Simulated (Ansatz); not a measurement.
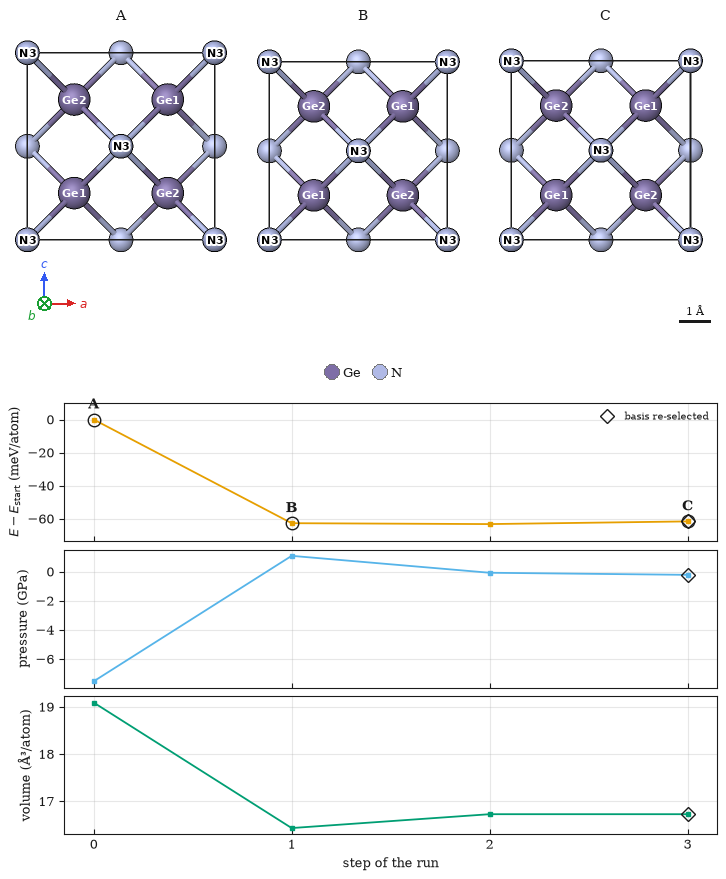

Frames of a relaxation of a crystal of Ge₂N (a generated structure, set up in Fm-3m) (coarse preliminary run), marked on the history of the run. A ball-and-stick model of the conventional cell (4 times the calculation's cell), seen along the b axis. Lengths and directions refer to the drawn axes.

These are results of DFT PBE, scalar-relativistic, plane waves, PAW (Ansatz 0.2.0), not measurements. Set-up: plane-wave cutoff 420 eV; k-point mesh 6 × 6 × 6; occupations gaussian; smearing width 0.1 eV; no spin polarisation; cell and atoms relaxed; force threshold 0.04 eV/Å; at most 70 steps.

What happens along the run?

Answer. The energy falls by 61.6 meV per atom in 2 accepted moves (3 points after the start). All forces vanish by symmetry, so only the cell relaxes. Pressure: −7.52 GPa at the start and −0.22 GPa at the end. At 1 point the geometry stayed and the basis and grid were re-selected for the new cell (energy shift of 1.6 meV per atom at most each time). No atom moves by more than 0.005 Å relative to the cell. The drawn cell changes as follows: a = b = c 6.119 → 5.855 Å (−4.3 %); the volume changes by −12.4 %. Among the contacts that change: Ge1–N3 2.650 → 2.535 Å. The space group stays Fm-3m (No. 225). From step 0 to 1: volume −13.9 %, energy −62.7 meV per atom. From step 1 to 3: volume +1.8 %, energy +1.1 meV per atom.

```json
{"step": "0", "E − E(0), meV/atom": "0.00", "pressure, GPa": "-7.52", "volume, Å³/atom": "19.090", "note": ""}
{"step": "1", "E − E(0), meV/atom": "-62.69", "pressure, GPa": "1.09", "volume, Å³/atom": "16.432", "note": ""}
{"step": "2", "E − E(0), meV/atom": "-63.23", "pressure, GPa": "-0.07", "volume, Å³/atom": "16.726", "note": ""}
{"step": "3", "E − E(0), meV/atom": "-61.60", "pressure, GPa": "-0.22", "volume, Å³/atom": "16.726", "note": "same geometry, new basis"}
```
